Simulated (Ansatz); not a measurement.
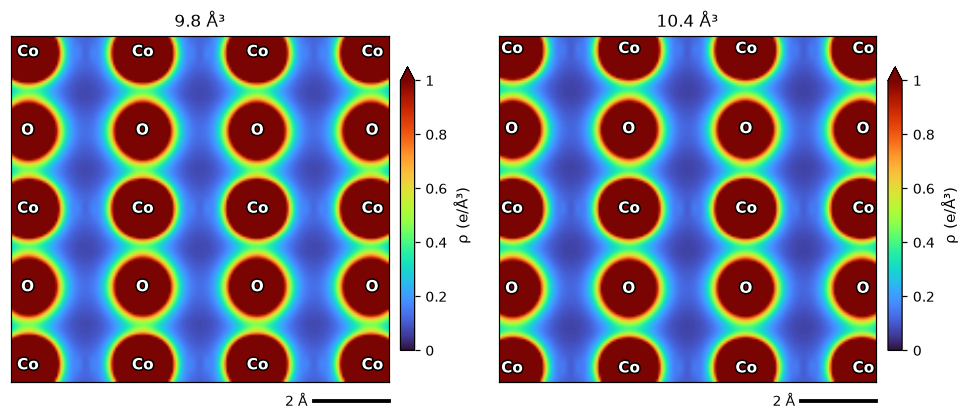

CoO. The valence electron density of cells scaled evenly to different volumes (given per atom above each panel), on the (001) plane of each (indices in the axes of the cell below), at one length scale and on one colour scale.

A structure from a database of computed crystals, not necessarily the ambient phase; spin-polarised.

Computed with Ansatz, Kohn-Sham DFT of a periodic cell, PBE, Ansatz PAW.

In a PAW calculation such maps are meaningful between the atoms, not at the nuclei.

The largest cell:

```yaml
crystal:
  lattice:
    - [3.12168, 0.00000, 0.00000]
    - [0.00000, 4.25667, 0.00000]
    - [-2.91558, 0.00000, 3.11909]
  atoms:
    - { symbol: Co, position: [0.00000, 0.25195, 0.25000] }
    - { symbol: Co, position: [0.00000, 0.74805, 0.75000] }
    - { symbol: O, position: [0.00000, 0.24939, 0.75000] }
    - { symbol: O, position: [0.00000, 0.75061, 0.25000] }
```

| volume (Å³/atom) | Co–O contact in the plane (Å) | ρ at its midpoint (e/Å³) | pressure (GPa) | largest moment (μB) | 
| --- | --- | --- | --- | --- |
| 9.76 | 2.092 | 0.431 | −2.2 | 2.45 | 
| 10.16 | 2.120 | ? | ? | ? | 
| 10.36 | 2.134 | 0.390 | −11.0 | 2.49 | 

Question: Estimate the missing row, and compare with the calculation.

Answer: Over the known rows ln ρ falls by 2.38 per Å of Co–O distance (the line through the two), which gives 0.403 e/Å³ at 2.120 Å; the calculation gives 0.404 e/Å³. For the pressure, a straight line in volume between the neighbouring rows gives −8.1 GPa; the calculation gives −8.4, lower because pressure rises ever faster on compression. For the largest moment, a straight line in volume between the neighbouring rows gives 2.48 μB; the calculation gives 2.48.
